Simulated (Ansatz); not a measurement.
**Ir3O: density, localisation and related maps**

Input

```
crystal:
  lattice:
    - [5.3018256173, 0.0, 0.0]
    - [-2.6509128086, 4.591515671, 0.0]
    - [0.0, 0.0, 4.4244255545]
  atoms:
    - { symbol: Ir, position: [0.0, 0.720623942, 0.5] }
    - { symbol: Ir, position: [0.0, 0.279376058, 0.0] }
    - { symbol: Ir, position: [0.720623942, 0.720623942, 0.0] }
    - { symbol: Ir, position: [0.720623942, 0.0, 0.5] }
    - { symbol: Ir, position: [0.279376058, 0.279376058, 0.5] }
    - { symbol: Ir, position: [0.279376058, 0.0, 0.0] }
    - { symbol: O, position: [0.6666666667, 0.3333333333, 0.75] }
    - { symbol: O, position: [0.3333333333, 0.6666666667, 0.25] }
basis:
  ecutwfc: 420
kpoints:
  mp_grid: { grid: [12, 12, 8] }
hamiltonian:
  xc: pbesol
scf:
  occupations: { method: gaussian, width: 0.1 }
output:
  forces: true
  stress: true
  eigenvalues: true
  write_density: true
  write_potential: true
  elf: true
  volumetric_format: npy
relax:
  adjacent_minimum: "off"
  f_tol: 0.01
  max_steps: 60
  cell: { stress_tol: 0.1 }
```

Launched as:

```sh
ansatz run input.yaml --threads 2 --pin off --max-ram 5120MiB --backend cpu --events-out ev --progress --plain --runs-dir out
```

Below, planes, directions and counts refer to the conventional cell (a = 5.31 Å, b = 5.31 Å, c = 4.41 Å, α = 90.00°, β = 90.00°, γ = 120.00°).

The fields are those of the run's last geometry, not of the input's.

Space group P6₃22; computed without spin polarisation.

Computed with Ansatz, DFT PBEsol, scalar-relativistic, plane waves, PAW.

In a PAW calculation such maps are meaningful between the atoms, not at the nuclei.

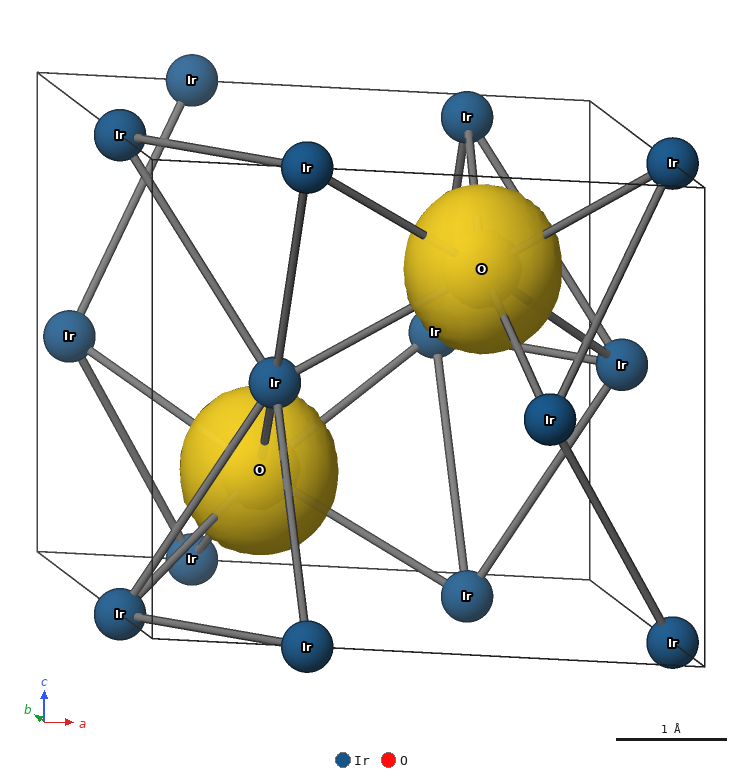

Figure 1. Isosurface of the electron localisation function at 0.7 (yellow), seen slightly off an axis. Core shells and regions of very low density are left out. Sticks mark near contacts.

**Describe the localisation domains.**

The ELF exceeds this value in two regions wrapped around O (the valence shell of each), counted in one cell of 8 atoms. Any copies at cell faces, edges or corners count once.


Ir–O (2.22 Å): the ELF peaks at about 0.80 in the valence shell of O, 0.6 Å from its nucleus, and drops to about 0.15 between the two atoms; no localised pair shows between them. Ir–Ir (2.58 Å): the ELF is about 0.40 at the midpoint.

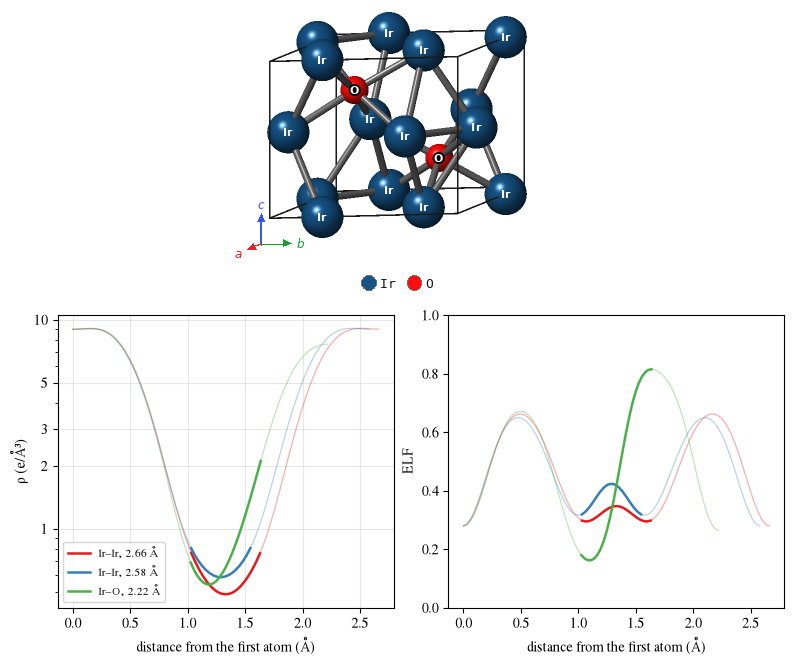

Figure 2. Valence pseudo-density and electron localisation function along straight lines between neighbouring atoms. Thin, pale parts lie inside the atomic spheres. The structure is drawn too.

**What can be read from the curves?**

Ir–Ir (2.66 Å): ρ at the midpoint is about 0.49 e/Å³; the ELF is about 0.35 at the midpoint.
Ir–Ir (2.58 Å): ρ at the midpoint is about 0.59 e/Å³; the ELF is about 0.40 at the midpoint.
Ir–O (2.22 Å): the density is about 0.57 e/Å³ at the midpoint; the ELF peaks at about 0.80 in the valence shell of O, 0.6 Å from its nucleus, and drops to about 0.15 between the two atoms; no localised pair shows between them.

**Metal or insulator at this level of theory?**

It is gapless in this calculation (a metal or semimetal); semilocal functionals without U, or without the true magnetic order, often close the gap of such compounds.
